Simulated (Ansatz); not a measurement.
## Single-point calculation of Rh

- system: Rh (slab, 12 atoms in the cell)
- method: DFT PBE+D3(BJ), scalar-relativistic, plane waves, PAW, PAW set soft_1, no spin polarisation (Ansatz 0.2.0)

The structure derives from an entry of the Crystallography Open Database. Figures and captions count atoms from 1; the log counts them from 0 in places.

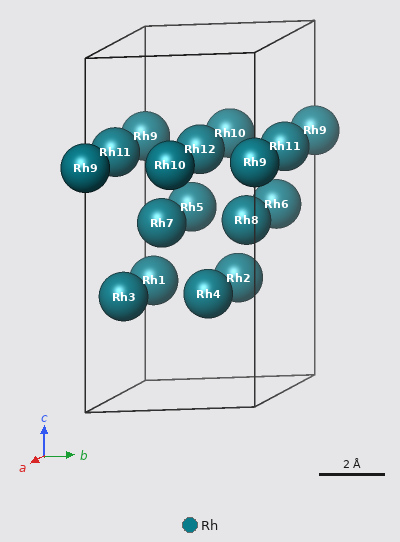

The structure as given in the input (spheres-only view of the cell of the calculation, with the vacuum cut short, seen slightly off an axis; atoms are numbered from 1 in the order of the input).

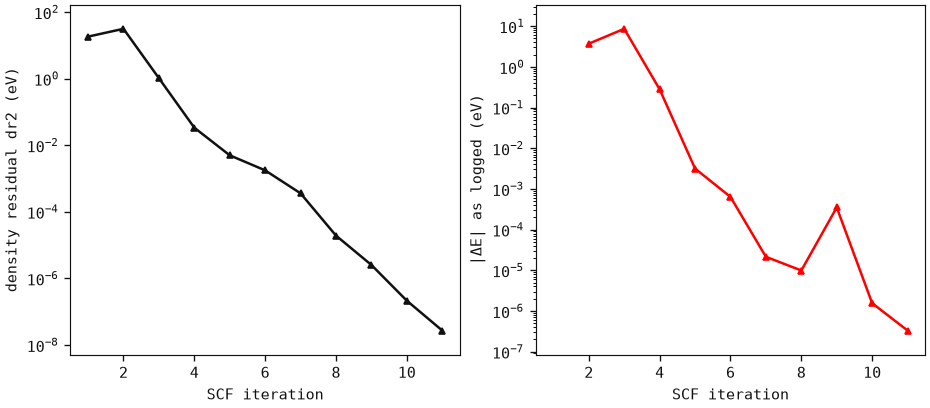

Convergence of the self-consistent field: density residual dr2 and size of the energy change against the SCF iteration. The residual falls almost steadily, with no more than small rises.

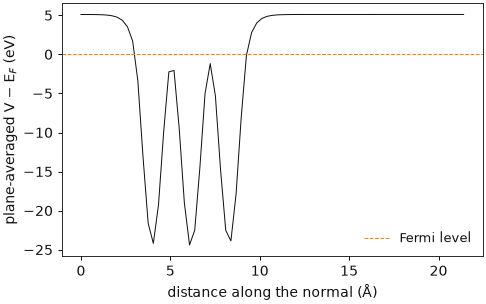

Plane average of the electrostatic potential energy of an electron across the cell, from the Fermi level. The vacuum level lies 5.11 eV above the Fermi level.

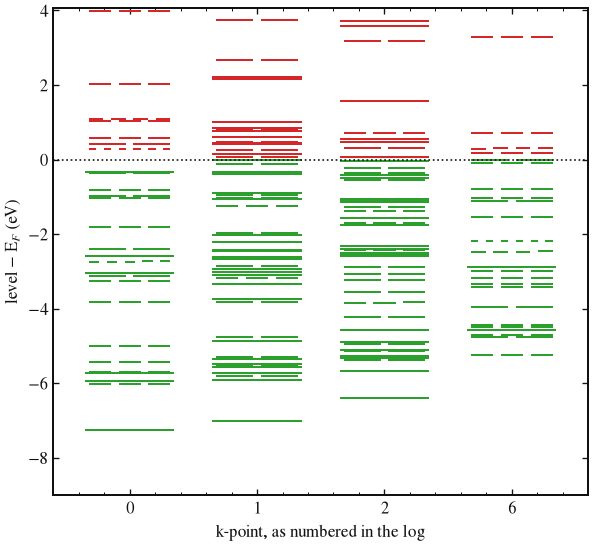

Kohn–Sham levels near the Fermi level (dotted) at the few k-points that the log prints; levels within 0.02 eV of each other stand side by side. The system is metallic on the full mesh.

The input that produced these results follows, with the program's output.

### Input
```yaml
crystal:
  lattice:
    - [5.3650160462, 0.0, 0.0]
    - [-2.6825080231, 4.6462401878, 0.0]
    - [0.0, 0.0, 21.6939918225]
  atoms:
    - { symbol: Rh, position: [0.3333333333, 0.1666666667, 0.1843828482] }
    - { symbol: Rh, position: [0.3333333333, 0.6666666667, 0.1843828482] }
    - { symbol: Rh, position: [0.8333333333, 0.1666666667, 0.1843828482] }
    - { symbol: Rh, position: [0.8333333333, 0.6666666667, 0.1843828482] }
    - { symbol: Rh, position: [0.1666666667, 0.3333333333, 0.2833554855] }
    - { symbol: Rh, position: [0.1666666667, 0.8333333333, 0.2833554855] }
    - { symbol: Rh, position: [0.6666666667, 0.3333333333, 0.2833554855] }
    - { symbol: Rh, position: [0.6666666667, 0.8333333333, 0.2833554855] }
    - { symbol: Rh, position: [0.0, 0.0, 0.3823174587] }
    - { symbol: Rh, position: [0.0, 0.5, 0.3823174587] }
    - { symbol: Rh, position: [0.5, 0.0, 0.3823174587] }
    - { symbol: Rh, position: [0.5, 0.5, 0.3823174587] }
basis:
  ecutwfc: 420
kpoints:
  mp_grid: { grid: [6, 6, 1] }
hamiltonian:
  xc: pbe
  pseudopotentials: { kind: paw, azcp: { folder: soft_1 } }
  dispersion: d3bj
scf:
  occupations: { method: gaussian, width: 0.1 }
output:
  forces: true
  eigenvalues: true
efield:
  axis: 3
  dipole_correction: true
  ramp_width: 0.04
```

Command:
```bash
ansatz run input.yaml --threads 2 --pin off --max-ram 6144MiB --backend cpu --events-out ev --progress --plain --runs-dir out
```

### What the program printed
```
Engine: ansatz 0.2.0, x86_64-unknown-linux-gnu
Pseudopotentials: kind: paw
Pseudopotential: Rh, paw, valence charge 17, recommended cutoff 420 eV (normal), [file]
Functional definition: PBE
  parameter kappa = 0.804
  parameter beta = 0.06672455060314922
  exchange = pbe_x(kappa = kappa, mu = beta*pi^2/3)
  correlation = pbe_c(beta = beta)
Crystal: 12 atoms, lattice volume = 540.769 Å³
Basis set: ecut = 420 eV, 10531 PW (Γ), exchange–correlation on 72×72×300 points (8 copies of the dense FFT grid, shifted against one another)
Bands: 123, of which v1, the nominal top of the filled ones, is band 102 counted from 1 (101 counted from 0)
Symmetry: 24 space group operations
Space group: P3m1 (ITA 156), of the structure as read, at distance tolerance 8.1e-5 Å
k-points: 7 of 36 (time reversal used)
Non-local potential: Rh, projectors of the file, l = 0: 3, l = 1: 2, l = 2: 2, l = 3: 1
PAW form: soft (Blöchl's): semilocal exchange-correlation on the pseudo side does not see the compensation charge
PAW one-centre angular grid: Rh, 590 points (default); XC on 64 Gauss nodes
Initial density: superposition of atomic densities (neutral atoms: chi_scale 0, normalization atom)
Initial wavefunctions: pseudopotential atomic-orbital guess
Functional: x = pbe(κ = 0.804, μ = 0.2195149727645171), c = pbe(β = 0.06672455060314922)
SCF iter   1: F=—  HF=-76839.294584 eV  |F-HF|=—  |Δ(HF+E_count)|=         —  Δρ=5.56e-2  dr2=1.82e1  ethr=3.10e-3  p=-0.000 e·Å  D=-1.61e-7 V/Å  ΔV_dip=0.00 eV  dr2_dipole=4.69e-7  V_vac-E_F(+/−)=5.74/5.74 eV  ⟨swp⟩=8.4  Hψ=3783  notcnv=0  defer=8
efield: sawtooth ramp at fractional position 0.7634 (placed from the atoms, in the widest stretch of the axis that holds none; the zero of the levels goes with the place), width 0.0400; the density the first Hamiltonian is built on has a dipole p = -0.000 e·Å; the dipole correction subtracts the counter field D = -1.61e-7 V/Å, which shifts the + side's vacuum level by +0.00 eV against the − side's; the planar-averaged density in the ramp window peaks in size at 4.6e-5 e/Å³
preconditioner: auto → LDOS  [metal: Δε(μ)=0.068 eV  Ē_g=5.535 eV  σ=0.100 eV  W_gap=0.36  n_scr=94 (ndim 8)  ℏωp=16.6 eV  f_vac=0.626  D(μ)=17.18/eV (n_scr^D=112)  β→1.0]
SCF iter   2: F=—  HF=-76843.004031 eV  |F-HF|=—  |Δ(HF+E_count)|=    3.71e0  Δρ=6.86e-2  dr2=3.13e1  ethr=3.10e-3  p=0.006 e·Å  D=1.95e-3 V/Å  ΔV_dip=-0.04 eV  dr2_dipole=4.57e-3  V_vac-E_F(+/−)=5.17/5.21 eV  ⟨swp⟩=3.7  Hψ=2264  notcnv=0  defer=65
SCF iter   3: F=—  HF=-76834.379064 eV  |F-HF|=—  |Δ(HF+E_count)|=    8.62e0  Δρ=1.34e-2  dr2=1.03e0  ethr=3.10e-3  p=0.003 e·Å  D=9.39e-4 V/Å  ΔV_dip=-0.02 eV  dr2_dipole=8.17e-4  V_vac-E_F(+/−)=5.33/5.35 eV  ⟨swp⟩=2.6  Hψ=1816  notcnv=0  defer=60
SCF iter   4: F=—  HF=-76834.098573 eV  |F-HF|=—  |Δ(HF+E_count)|=   2.80e-1  Δρ=2.36e-3  dr2=3.35e-2  ethr=5.04e-4  p=0.002 e·Å  D=7.87e-4 V/Å  ΔV_dip=-0.02 eV  dr2_dipole=9.69e-5  V_vac-E_F(+/−)=5.21/5.23 eV  ⟨swp⟩=3.3  Hψ=2162  notcnv=0  defer=63
SCF iter   5: F=—  HF=-76834.095411 eV  |F-HF|=—  |Δ(HF+E_count)|=   3.16e-3  Δρ=7.04e-4  dr2=4.96e-3  ethr=1.64e-5  p=0.001 e·Å  D=2.61e-4 V/Å  ΔV_dip=-0.01 eV  dr2_dipole=1.15e-4  V_vac-E_F(+/−)=5.18/5.19 eV  ⟨swp⟩=2.0  Hψ=1172  notcnv=0  defer=63
SCF iter   6: F=—  HF=-76834.096046 eV  |F-HF|=—  |Δ(HF+E_count)|=   6.35e-4  Δρ=3.04e-4  dr2=1.75e-3  ethr=2.43e-6  p=0.001 e·Å  D=3.38e-4 V/Å  ΔV_dip=-0.01 eV  dr2_dipole=2.03e-5  V_vac-E_F(+/−)=5.14/5.15 eV  ⟨swp⟩=3.0  Hψ=1483  notcnv=0  defer=63
SCF iter   7: F=—  HF=-76834.096025 eV  |F-HF|=—  |Δ(HF+E_count)|=   2.14e-5  Δρ=2.37e-4  dr2=3.57e-4  ethr=8.60e-7  p=0.000 e·Å  D=8.16e-5 V/Å  ΔV_dip=-0.00 eV  dr2_dipole=4.45e-6  V_vac-E_F(+/−)=5.12/5.12 eV  ⟨swp⟩=2.1  Hψ=1173  notcnv=0  defer=63
SCF iter   8: F=—  HF=-76834.096015 eV  |F-HF|=—  |Δ(HF+E_count)|=   9.86e-6  Δρ=5.75e-5  dr2=1.92e-5  ethr=1.75e-7  p=0.000 e·Å  D=4.09e-5 V/Å  ΔV_dip=-0.00 eV  dr2_dipole=5.93e-8  V_vac-E_F(+/−)=5.11/5.11 eV  ⟨swp⟩=2.0  Hψ=1161  notcnv=0  defer=63
SCF iter   9: F=—  HF=-76834.096366 eV  |F-HF|=—  |Δ(HF+E_count)|=   3.50e-4  Δρ=1.39e-5  dr2=2.52e-6  ethr=9.42e-9  p=0.000 e·Å  D=1.32e-5 V/Å  ΔV_dip=-0.00 eV  dr2_dipole=4.96e-8  V_vac-E_F(+/−)=5.11/5.11 eV  ⟨swp⟩=2.9  Hψ=1842  notcnv=0  defer=63
SCF iter  10: F=—  HF=-76834.096367 eV  |F-HF|=—  |Δ(HF+E_count)|=   1.55e-6  Δρ=5.10e-6  dr2=2.13e-7  ethr=1.24e-9  p=0.000 e·Å  D=3.01e-6 V/Å  ΔV_dip=-0.00 eV  dr2_dipole=1.11e-8  V_vac-E_F(+/−)=5.11/5.11 eV  ⟨swp⟩=2.0  Hψ=899  notcnv=0  defer=63
SCF iter  11: F=-76834.096367 eV  HF=-76834.096367 eV  |F-HF|=2.76e-8  |Δ(HF+E_count)|=   3.30e-7  Δρ=1.62e-6  dr2=2.70e-8  ethr=4.90e-11  p=-0.000 e·Å  D=-1.29e-7 V/Å  ΔV_dip=0.00 eV  dr2_dipole=7.13e-10  V_vac-E_F(+/−)=5.11/5.11 eV  ⟨swp⟩=14.6  Hψ=4005  notcnv=0
SCF 1 converged in 11 iterations: F = -76834.096367 eV  dr2 = 2.70e-8
  greatest PAW one-centre occupation: 1.000 electrons in one spin orbital (limit 2), on the Rh atom at site 7 (counted from 0), in its partial waves of l = 0
SCF converged after 11 iterations
Free energy (F): -76834.096367 eV
Harris-Foulkes:  -76834.096367 eV  (|F-HF|=2.76e-8)
Internal energy: -76833.993139 eV  (E = F + TS)
E sigma→0 (E₀):  -76834.044753 eV
Entropy (-TS):   -0.103228 eV (-8.602 meV/atom)
Fermi energy:    3.319984 eV
Dipole field:    D = 0.000022 V/Å  (p = 0.000065 e·Å, saw-weighted, corrected)
Work function:   Φ+ = 5.1094 eV   Φ− = 5.1099 eV
Levels:          The Fermi level and band energies are counted from a zero that moves with the ramp; work functions are not
--- Per-component energies (eV) ---
  E_band       = -4864.923100
  E_kinetic    = 6439.733566
  E_local      = -296017.715543  (includes V_loc(G=0)·N_el)
  E_nonlocal   = 3587.865604
  E_hartree    = 143811.970955
  E_xc         = -2412.838369
  E_vxc        = -3026.540368  (∫ρ·V_xc dr)
  E_paw        = -43243.116661  (= ΣΔE_a)
  E_vpaw       = -3472.196226  (= ΣTr[D̂ρ^β])
  E_aug_tail   = 0.000400  (compensation charges beyond the density's cutoff)
  E_efield     = 0.000000  (sawtooth field / dipole correction)
  E_vefield    = -0.000000  (∫n·V_field dr)
  E_ewald      = 111005.312361
  E_disp       = -5.205451  (pairwise vdW)
  E_smearing   = -0.103228  (= −TS)
  E_closure    = 0.000000  (closes the sum)
  Σ components = -76834.096367   (vs F -76834.096367, Δ=0.00e0)
--- Forces (eV/Å), atoms counted from 1 ---
  atom   1  Rh     0.00000000    -0.00000000    -0.00727693
  atom   2  Rh     0.00000000    -0.00000000    -0.00727693
  atom   3  Rh     0.00000000    -0.00000000    -0.00727693
  atom   4  Rh    -0.00000000    -0.00000000    -0.00727693
  atom   5  Rh    -0.00000000     0.00000000    -0.00183205
  atom   6  Rh    -0.00000000     0.00000000    -0.00183205
  atom   7  Rh    -0.00000000     0.00000000    -0.00183205
  atom   8  Rh    -0.00000000     0.00000000    -0.00183205
  atom   9  Rh     0.00000000     0.00000000     0.00910494
  atom  10  Rh     0.00000000     0.00000000     0.00910494
  atom  11  Rh     0.00000000     0.00000000     0.00910494
  atom  12  Rh     0.00000000     0.00000000     0.00910494
  max |Σ_I F_I| component: 1.62e-5 eV/Å
--- Band table (eV; the first three rows and the last of 7) ---
  k-point 0: bands = ["-75.6852", "-75.6036", "-75.6036", "-75.6036", "-75.1538", "-75.1491", "-75.0760", "-75.0760", "-75.0760", "-75.0754", "-75.0754", "-75.0754", "-43.8390", "-43.8390", "-43.8390", "-43.7133", "-43.6206", "-43.6206", "-43.6206", "-43.3823", "-43.3823", "-43.3823", "-43.3298", "-43.3298", "-43.3298", "-43.2377", "-43.2377", "-43.2315", "-43.2315", "-43.2315", "-42.9715", "-42.8964", "-42.8964", "-42.8964", "-42.8919", "-42.8919", "-42.8919", "-42.8854", "-42.8854", "-42.8854", "-42.8470", "-42.8457", "-42.8457", "-42.8457", "-42.7584", "-42.7584", "-42.7542", "-42.7542", "-3.9424", "-2.6953", "-2.6953", "-2.6953", "-2.6088", "-2.3943", "-2.3687", "-2.3687", "-2.3687", "-2.0997", "-2.0997", "-2.0997", "-1.6736", "-1.6736", "-1.6736", "-0.5057", "-0.5057", "-0.5057", "0.0569", "0.0569", "0.0569", "0.2073", "0.2073", "0.2834", "0.5844", "0.5844", "0.5844", "0.5926", "0.5926", "0.7218", "0.9209", "0.9209", "1.5061", "1.5061", "1.5061", "2.2917", "2.2917", "2.2917", "2.3407", "2.3407", "2.5072", "2.5072", "2.5072", "2.9651", "2.9651", "2.9944", "3.5926", "3.5926", "3.5926", "3.6013", "3.6013", "3.6013", "3.7504", "3.7504", "3.8999", "3.8999", "3.8999", "4.3415", "4.3415", "4.3415", "4.4036", "4.4036", "4.4036", "4.4111", "5.3487", "5.3487", "5.3487", "7.3012", "7.3012", "7.3012", "7.4187", "7.4187", "7.4187", "8.1630", "8.4600"]
  k-point 1: bands = ["-75.6797", "-75.6091", "-75.6036", "-75.6036", "-75.1486", "-75.1442", "-75.0812", "-75.0804", "-75.0760", "-75.0760", "-75.0754", "-75.0754", "-43.8175", "-43.8175", "-43.8010", "-43.7037", "-43.6184", "-43.6140", "-43.6140", "-43.4083", "-43.4083", "-43.3728", "-43.3070", "-43.3070", "-43.2923", "-43.2831", "-43.2475", "-43.2197", "-43.2197", "-43.2111", "-42.9600", "-42.9168", "-42.9168", "-42.9096", "-42.9096", "-42.8904", "-42.8873", "-42.8858", "-42.8858", "-42.8767", "-42.8523", "-42.8492", "-42.8472", "-42.8472", "-42.7940", "-42.7908", "-42.7678", "-42.7631", "-3.7010", "-2.5898", "-2.4993", "-2.4993", "-2.4057", "-2.2547", "-2.2295", "-2.2295", "-2.1574", "-2.0224", "-1.9649", "-1.9649", "-1.5609", "-1.4532", "-1.4532", "-0.5047", "-0.5047", "-0.4217", "-0.0134", "0.1344", "0.1483", "0.1483", "0.2290", "0.2933", "0.3801", "0.4552", "0.4552", "0.6398", "0.7147", "0.8555", "0.8934", "1.1035", "1.3086", "1.3574", "1.3574", "2.0622", "2.0622", "2.0758", "2.2629", "2.2919", "2.2939", "2.3789", "2.3789", "2.4168", "2.9329", "2.9765", "3.2011", "3.2011", "3.3153", "3.4009", "3.4009", "3.4698", "3.5755", "3.5755", "3.7251", "3.7606", "3.7937", "3.7937", "3.9125", "4.0788", "4.1150", "4.1150", "4.1546", "4.3394", "5.4852", "5.5288", "5.9933", "5.9933", "7.0700", "7.0700", "7.9564", "8.3564", "8.4121", "8.4121", "8.6857"]
  k-point 2: bands = ["-75.6649", "-75.6241", "-75.6037", "-75.6037", "-75.1344", "-75.1308", "-75.0955", "-75.0939", "-75.0760", "-75.0760", "-75.0754", "-75.0754", "-43.7645", "-43.7645", "-43.6963", "-43.6783", "-43.6235", "-43.6012", "-43.6012", "-43.4676", "-43.4676", "-43.3995", "-43.3466", "-43.2742", "-43.2556", "-43.2556", "-43.1892", "-43.1867", "-43.1867", "-43.1425", "-42.9657", "-42.9657", "-42.9630", "-42.9630", "-42.9380", "-42.9081", "-42.8979", "-42.8927", "-42.8753", "-42.8753", "-42.8622", "-42.8537", "-42.8530", "-42.8530", "-42.8529", "-42.8381", "-42.7932", "-42.7873", "-3.0669", "-2.3541", "-2.0467", "-2.0467", "-1.9944", "-1.9427", "-1.8119", "-1.8119", "-1.7782", "-1.6306", "-1.6306", "-1.5838", "-1.2530", "-0.9163", "-0.9163", "-0.5195", "-0.5195", "-0.5011", "-0.2322", "-0.2321", "0.1002", "0.1002", "0.2458", "0.2606", "0.4454", "0.4454", "0.7338", "0.7853", "0.8163", "0.8807", "0.8870", "0.8870", "0.9085", "1.0127", "1.5539", "1.6258", "1.6294", "1.6294", "1.7501", "1.9311", "1.9373", "1.9373", "2.0574", "2.0574", "2.1880", "2.2172", "2.2719", "2.7588", "2.7588", "2.8318", "2.8949", "2.9636", "2.9682", "3.0844", "3.0844", "3.2719", "3.3969", "3.6288", "3.6288", "3.7878", "3.8801", "4.0401", "4.0432", "4.0432", "4.9001", "6.5038", "6.5038", "6.8980", "7.0259", "7.3740", "7.3740", "8.9290", "9.2654", "9.2654", "9.3603"]
  k-point 6: bands = ["-75.6343", "-75.6343", "-75.6343", "-75.5934", "-75.1053", "-75.1053", "-75.1053", "-75.1032", "-75.1032", "-75.1032", "-75.0663", "-75.0660", "-43.6634", "-43.6634", "-43.6315", "-43.6315", "-43.6315", "-43.5942", "-43.5942", "-43.5942", "-43.5769", "-43.3632", "-43.3632", "-43.3632", "-43.1608", "-43.1511", "-43.1508", "-43.0916", "-43.0916", "-43.0916", "-43.0865", "-43.0595", "-43.0595", "-43.0595", "-42.8989", "-42.8989", "-42.8989", "-42.8772", "-42.8772", "-42.8772", "-42.8678", "-42.8678", "-42.8678", "-42.8606", "-42.8603", "-42.8444", "-42.8444", "-42.8444", "-1.9199", "-1.9199", "-1.9199", "-1.4385", "-1.4380", "-1.3974", "-1.3974", "-1.3974", "-1.2545", "-1.1618", "-1.1618", "-1.1618", "-1.1322", "-1.1322", "-1.1322", "-0.6434", "-0.6432", "-0.1087", "-0.1087", "-0.1087", "-0.0206", "-0.0206", "-0.0206", "0.1505", "0.1505", "0.1505", "0.3395", "0.3395", "0.3395", "0.4343", "0.8436", "0.8472", "0.8474", "0.8576", "1.1281", "1.1281", "1.1281", "1.1379", "1.1379", "1.1379", "1.7662", "1.7662", "1.7662", "2.2046", "2.2049", "2.2836", "2.2836", "2.2836", "2.5424", "2.5424", "2.5424", "3.2206", "3.2206", "3.2206", "3.3129", "3.3130", "3.5023", "3.5023", "3.5023", "3.6091", "3.6267", "3.6267", "3.6267", "4.0383", "4.0383", "4.0383", "6.6080", "6.6080", "6.6080", "9.0545", "9.0545", "9.0545", "10.4210", "10.4210", "10.4210"]
```

### Summary

```csv
quantity,value
outcome,converged
electrons treated,204
free energy,−76834.0964 eV
"work function, top face",5.11 eV
"work function, bottom face",5.11 eV
Fermi energy,3.320 eV
gap on the k-point mesh,none (metallic)
work function (upper face),5.11 eV
largest force (length of the vector),0.009 eV/Å
hardware,"2 threads of Intel Xeon (Granite Rapids), 32 GiB of memory available, shared host"
wall time,11 s (CPU time 22 s)
peak memory,1.1 GiB
```
